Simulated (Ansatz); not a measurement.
# SiO2: molecular dynamics (part 5 of 5)

Continued. System: SiO2 (disordered cell, 21 atoms in the cell). Method: DFT PBE, scalar-relativistic, plane waves, PAW, no spin polarisation (Ansatz 0.2.0); cutoff 420 eV, 1×1×1 k-mesh, Fermi–Dirac smearing of 0.2482 eV. It belongs to a series of runs on one base structure; here: Langevin dynamics at 2880 K from the last frame before.

Geometry of the input (Å; fractional positions):
```
6.6429  -0.3072  -0.0954
-0.3072  7.1980  -0.1658
-0.0954  -0.1658  6.9363
Si 0.5400  0.1102  0.4186
Si 0.2640  0.2463  0.0237
Si 0.4899  0.5705  0.4425
Si 0.0808  0.9401  0.6992
Si 0.6294  0.8701  0.7567
Si 0.9869  0.9777  0.2447
Si 0.2444  0.6878  0.0146
O  0.1480  0.7499  0.7724
O  0.2157  0.1395  0.8000
O  0.2927  0.5849  0.3214
O  0.2533  0.4492  0.9563
O  0.0725  0.7870  0.1336
O  0.5697  0.0408  0.6658
O  0.8560  0.9567  0.7510
O  0.1039  0.9578  0.4740
O  0.4707  0.1959  0.1505
O  0.1034  0.1763  0.1560
O  0.6155  0.7203  0.6027
O  0.7713  0.0007  0.3891
O  0.5177  0.7519  0.0272
O  0.5557  0.3648  0.4471
```

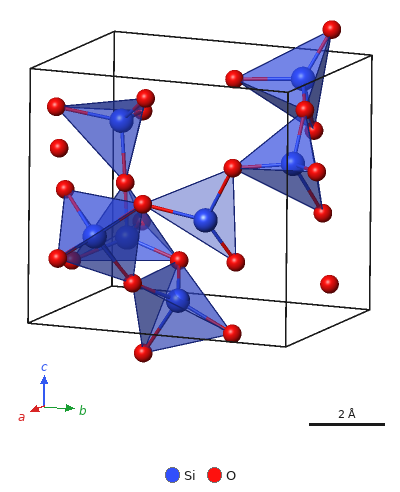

Fig. 1: The geometry at step 145 of the log (polyhedral view of the cell of the calculation, seen slightly off an axis; polyhedra are completed across the faces of the cell).

## Trajectory as extended XYZ, continued
```
21
Lattice="6.6429 -0.3072 -0.0954 -0.3072 7.1980 -0.1658 -0.0954 -0.1658 6.9363" Properties=species:S:1:pos:R:3:forces:R:3 step=121 time_fs=242.0 energy=-12406.40700 temperature=3464.9 pressure_GPa=1.54
Si    4.1249    1.1088    2.0926    1.4068  -2.4126  -1.0686
Si    1.8728    2.1001    0.0916    0.7524   3.6048  -0.6230
Si    3.7301    3.6733    2.8363    6.0023  -2.8183   5.4226
Si   -0.0222    7.3856    4.5551    2.8243  -3.1115   0.0446
Si    3.5207    6.2725    4.1152    2.8635   0.0756   4.1204
Si    6.6588    7.3682    1.3325   -0.9192   0.0613  -2.3168
Si    1.5057    5.4257   -0.7646   -4.5483  -0.2514  -0.6020
O     0.2428    5.5405    4.9302    1.4275   1.8787  -0.7591
O     1.4239    1.1817    5.6303   -1.5279  -0.8324  -2.4884
O     2.8888    3.9019    1.7072   -4.1489   1.3957  -4.3404
O     1.8119    3.6959    6.5160   -0.9900  -0.5414  -0.7660
O     0.3149    6.7133    0.1096    2.2761  -2.0977   1.9728
O     3.5038   -0.1844    2.9068   -1.0572  -0.2048   0.6691
O     5.0108    7.1395    4.5383   -0.9251   0.0319  -0.1288
O     0.7195    7.5153    2.8361   -1.7177  -0.7553   4.7333
O     3.2317    1.5240    0.8560   -1.6264   0.3985  -1.8630
O     0.6929    1.9981    1.1304    0.6146   1.1609   0.1220
O     4.1811    4.7501    3.9030   -0.7325   0.8897   0.6200
O     5.4028    0.4879    1.3574   -1.0920  -1.4862   0.6429
O     2.7825    6.2452   -1.1967    3.5399   1.5886  -3.6465
O     4.7140    2.2359    3.0882   -2.4306   3.4209   0.2547
21
Lattice="6.6429 -0.3072 -0.0954 -0.3072 7.1980 -0.1658 -0.0954 -0.1658 6.9363" Properties=species:S:1:pos:R:3:forces:R:3 step=129 time_fs=258.0 energy=-12405.04703 temperature=2133.2 pressure_GPa=1.58
Si    4.1818    1.0533    2.0766   -1.0639  -3.3914  -2.0928
Si    1.9589    2.4109   -0.0110   -0.5450   0.1894   3.5218
Si    3.9775    3.7420    2.9082   -5.2621   9.2403  -2.0845
Si    0.0906    7.5695    4.4976    1.0801  -4.7277  -1.4442
Si    3.5790    6.3468    4.1285    0.6865   2.2623  -2.1275
Si    6.7497    7.2558    1.1551    1.1787   2.9813   3.6129
Si    1.4370    5.5006   -0.8612    1.1726   4.2097  -2.4416
O     0.3885    5.9074    4.9065   -0.6908  -0.0674  -1.9385
O     1.5416    1.1047    5.7364   -1.4697   1.5773  -1.3741
O     2.9778    4.0190    1.7516    0.3537   0.5704  -0.1689
O     1.7061    3.8545    6.3229    0.0297  -4.7231   0.7989
O     0.6024    6.4718    0.1620    0.1361   0.3241   3.8759
O     3.4626   -0.3332    2.7065    0.0875   1.2340   3.3191
O     5.0506    6.9945    4.4265    1.7410   3.0629   0.4784
O     0.8070    7.5047    2.9371   -2.7907   0.7872  -0.1123
O     3.1640    1.6341    0.9421    1.4329  -0.5007  -2.1272
O     0.8919    2.1252    1.2816   -1.6936  -2.1496  -2.3791
O     3.9480    4.8385    4.0713    3.3641  -6.3682  -2.5350
O     5.4295    0.0094    1.5786    1.0453   1.8976  -0.9946
O     2.9173    6.0787   -1.5079   -3.2266   2.1185   4.1397
O     4.4508    2.3800    2.9937    4.4430  -8.5223   2.0758
21
Lattice="6.6429 -0.3072 -0.0954 -0.3072 7.1980 -0.1658 -0.0954 -0.1658 6.9363" Properties=species:S:1:pos:R:3:forces:R:3 step=137 time_fs=274.0 energy=-12407.44330 temperature=2266.0 pressure_GPa=0.02
Si    4.1507    0.8922    2.0612    1.7211   0.8987  -1.2070
Si    2.0195    2.5067    0.0395    0.4224  -0.8496  -0.5203
Si    4.0253    3.8484    2.8103   -1.1174  -1.9376  -0.4105
Si    0.2388    7.5220    4.3440   -0.4436   0.1187   3.9552
Si    3.7197    6.4043    4.1670    1.9875  -3.7123   2.8000
Si    6.8176    7.4106    1.1224    1.9988  -0.6821   3.2475
Si    1.5414    5.7672   -0.8984   -0.9262  -3.0676   4.3361
O     0.5578    6.0221    4.8379   -1.5900  -1.8706  -0.9102
O     1.5461    1.1201    5.7131   -1.1514   1.5052  -0.8229
O     3.1371    4.2257    1.6289   -0.0853  -0.0233  -1.3034
O     1.7512    3.8260    6.2880   -1.0335   0.5477   0.0549
O     0.8879    6.4457    0.5332    0.9627  -0.9635  -1.9197
O     3.4649   -0.3620    2.8835   -0.4699   1.2393   0.5970
O     5.2288    7.1178    4.3174   -2.3634   0.4946   0.9171
O     0.5948    7.5029    2.8781    1.9517   1.3750  -3.6141
O     3.3089    1.5528    0.7979    0.9088  -0.2231  -0.3130
O     0.9739    2.0603    1.2281   -1.3438   0.6218  -0.9616
O     3.9436    4.6056    4.1745    1.5479   2.5437  -0.3118
O     5.6321   -0.1435    1.6220   -5.5468   2.6241  -0.8614
O     2.9663    6.1213   -1.3551    4.1323   3.7171  -1.3410
O     4.4360    2.3019    3.1192    0.4426  -2.3467  -1.4149
21
Lattice="6.6429 -0.3072 -0.0954 -0.3072 7.1980 -0.1658 -0.0954 -0.1658 6.9363" Properties=species:S:1:pos:R:3:forces:R:3 step=145 time_fs=290.0 energy=-12407.64384 temperature=2932.4 pressure_GPa=-4.17
Si    4.3265    0.7973    2.0262   -6.7097   3.0614   2.7677
Si    2.0652    2.5095    0.0765    1.5911   0.5593  -3.9986
Si    4.0389    3.8238    2.6485    1.4580  -1.6295   4.0761
Si    0.3068    7.5246    4.4626    0.7560  -0.6043  -1.2380
Si    4.0067    6.2368    4.3662   -2.0107   1.5603  -0.9250
Si    7.0048    7.4862    1.2019   -3.0024  -0.8853   1.3597
Si    1.5659    5.8446   -0.6467    6.5876  -4.4813  -5.5556
O     0.8066    5.8254    4.7932   -2.1790   2.6460   0.8832
O     1.6709    1.3125    5.4628   -1.6094   0.1198   1.0831
O     3.3638    4.5080    1.4575    0.0451  -0.6993  -0.0900
O     1.8868    3.8733    6.2074   -1.1705   0.1984   1.9028
O     1.2722    6.5282    0.7090   -2.3620   1.6532   1.5352
O     3.5273   -0.3168    3.1192    1.4024   1.0168  -0.5366
O     5.2529    7.2976    4.3995    2.6509  -0.3546   1.3345
O     0.5606    7.7545    2.8265    1.5748  -0.1950   4.0738
O     3.3736    1.6124    0.6742   -0.0824  -0.1939   1.2985
O     0.7648    2.1100    0.9590    0.1489   0.7509  -0.5183
O     4.3587    4.6535    4.1825    0.0477  -1.9991  -3.4655
O     5.5796    0.1544    1.5562    5.3934  -2.5004  -3.7151
O     3.2248    6.4294   -1.2241   -1.7937  -0.3629   1.4444
O     4.5138    2.1879    3.0365   -0.7487   2.3369  -1.7125
21
Lattice="6.6429 -0.3072 -0.0954 -0.3072 7.1980 -0.1658 -0.0954 -0.1658 6.9363" Properties=species:S:1:pos:R:3:forces:R:3 step=153 time_fs=306.0 energy=-12406.30929 temperature=2749.0 pressure_GPa=-3.35
Si    4.2864    0.8056    2.1208    1.0281   1.1606  -4.0436
Si    2.1019    2.5119   -0.0222   -0.0588  -0.6270  -2.6083
Si    4.0766    3.7054    2.7148    0.4020   5.4430  -2.1440
Si    0.3401    7.4043    4.5874    5.4392   0.9636  -1.0622
Si    4.0551    6.0573    4.4429    1.0193   4.1313   0.5327
Si    6.9227    7.5777    1.3134    8.1402   2.2302   1.5146
Si    1.8556    5.7509   -0.6340   -2.3114   2.0603   0.6219
O     0.9091    5.7807    4.8420   -0.3921   2.0491   1.7123
O     1.4341    1.5961    5.3734    1.0528  -0.6117   1.7029
O     3.7059    4.6842    1.5065    0.0837  -2.1916   2.0852
O     1.8885    4.0488    6.5316    0.4482  -3.7005   0.5188
O     1.3155    6.8576    0.6690   -0.2708  -2.2659  -2.1472
O     3.4569   -0.0943    3.1451    2.0898  -1.8992   2.1924
O     5.4645    7.1576    4.6146   -7.0679  -2.0034   0.9835
O     0.6593    7.7560    3.0459    0.0416   0.4763  -2.9356
O     3.4598    1.6125    0.5768   -0.6097   0.5797   1.4184
O     0.7222    2.2942    0.7518   -0.0384  -2.3352   3.4279
O     4.7514    4.6117    3.9810   -2.1451   0.2599   0.4144
O     5.7876    0.2069    1.4054  -11.5620  -0.6469   0.5903
O     3.2489    6.4439   -1.0020    3.9188  -0.2254  -3.5977
O     4.6580    2.2925    2.7806    0.7977  -2.8491   0.8262
21
Lattice="6.6429 -0.3072 -0.0954 -0.3072 7.1980 -0.1658 -0.0954 -0.1658 6.9363" Properties=species:S:1:pos:R:3:forces:R:3 step=161 time_fs=322.0 energy=-12403.92552 temperature=2880.4 pressure_GPa=6.19
Si    4.2326    0.8974    2.1354    0.1549  -3.6219  -3.6985
Si    2.1430    2.3827   -0.2686   -1.6943   5.2542   6.3818
Si    4.2383    3.8762    2.7923    3.2425  -6.8214   3.5596
Si    0.4896    7.2089    4.5922   -5.1240   5.2438  -0.1521
Si    4.0206    6.1723    4.3423    6.8913  -3.8364   3.0078
Si    6.9806    7.8187    1.4482   -3.4880  -7.0203  -0.9284
Si    1.9581    5.8336   -0.4746    1.4400  -1.7744  -1.8435
O     0.9862    5.8517    5.0253    2.3926  -3.2547   1.2244
O     1.4115    1.6467    5.4364   -1.6131  -4.4178  -5.6684
O     3.9958    4.7163    1.6759   -2.4275   4.1089  -7.0106
O     1.9312    4.0592    6.7266    0.1676  -2.4196  -0.3945
O     1.2986    6.8707    0.5412   -0.8616   0.6308   1.7827
O     3.7000   -0.2198    3.4350   -2.5589   5.4765  -7.0307
O     5.4740    6.5987    4.8933    3.9472   3.8813  -0.7807
O     0.6296    7.6360    3.0244    0.6158   0.4134   0.2733
O     3.2526    1.7341    0.6494    2.2756  -1.3453   2.1591
O     0.7077    2.1073    0.7991    2.0677   4.7962  -2.0689
O     4.8061    4.6252    4.0358   -1.7144  -0.2601   1.7464
O     5.5153    0.2510    1.3297    0.9098  -0.1287   1.4678
O     3.4294    6.2903   -1.2454   -4.1588  -0.6488   4.9045
O     4.8040    2.2056    2.6771   -0.4696   5.7451   3.0676
21
Lattice="6.6429 -0.3072 -0.0954 -0.3072 7.1980 -0.1658 -0.0954 -0.1658 6.9363" Properties=species:S:1:pos:R:3:forces:R:3 step=169 time_fs=338.0 energy=-12405.25286 temperature=2835.1 pressure_GPa=-0.93
Si    4.1604    0.9793    2.0787    3.0672   4.5045  -4.6884
Si    2.0934    2.5224   -0.1931   -3.5540  -6.7953   3.2122
Si    4.4294    3.7886    2.7791   -1.5651   5.2478  -3.7314
Si    0.3656    7.2558    4.5860    4.4877  -1.0391   0.0087
Si    4.2038    6.1259    4.4073   -4.2041   0.4522   0.1263
Si    6.6931    7.6163    1.3524    3.9226   0.8024  -1.4933
Si    2.0709    5.7613   -0.4156   -2.8065  -0.5788   1.2820
O     1.1370    5.6094    5.1254   -3.7203   2.6936  -1.6852
O     1.3137    1.4603    5.3544    1.9303   0.9041   1.8928
O     3.9941    4.6309    1.4123    1.3814  -1.8214   4.2367
O     2.1155    3.8596    6.7807    0.0617   4.8586  -1.0671
O     1.4656    6.9388    0.7615   -1.4383  -2.5035  -1.4830
O     3.7422    0.0394    3.1470   -0.8792  -5.5280   7.6840
O     5.5980    6.4778    5.0012    0.1372   2.6252   0.4113
O     0.5851    7.6572    3.0040   -1.3498  -0.4130  -0.0503
O     3.3115    1.6527    0.8757   -1.3034   1.8850  -1.6404
O     0.6024    2.2157    0.7943    2.0259  -1.5378   0.6364
O     4.5364    4.5248    4.2543   -0.9806  -0.9940  -2.2234
O     5.4353    0.2393    1.3806    0.1381  -0.9378  -0.5857
O     3.2948    6.2833   -1.2233    4.9566   2.0234  -0.9366
O     5.0015    2.3729    2.8304   -0.3032  -3.8562   0.0916
```

## Key numbers

| quantity | value |
| --- | --- |
| outcome | finished |
| mean temperature over the second half | 2853 K |
| trajectory | 169 steps, 338 fs |
| ensemble | nvt_langevin |
| temperature in the input | 2880.0 K |
| time step | 2.0 fs |
| electrons treated | 112 |
| potential energy (free energy of the electrons) (last step) | −12405.2529 eV |
| Fermi energy (last step) | 3.472 eV |
| pressure (without the kinetic term) (last step) | −3.42 GPa |
| largest force (length of the vector) (last step) | 9.507 eV/Å |
| hardware | 2 threads of Arm Neoverse V2, 24 GiB of memory available, shared host |
| wall time | 3.7 min (CPU time 7.1 min) |
| peak memory | 0.47 GiB |

## Notes

The k-point mesh is coarse (a preliminary or cheap run), so energies and forces are approximate. Warnings of the run: the SCF threshold is loose for the printed forces; the SCF threshold is looser than advised for the printed stress. So short a trajectory is not equilibrated. The logged temperature at the start can lie below the typed one, since it is counted over all degrees of freedom.
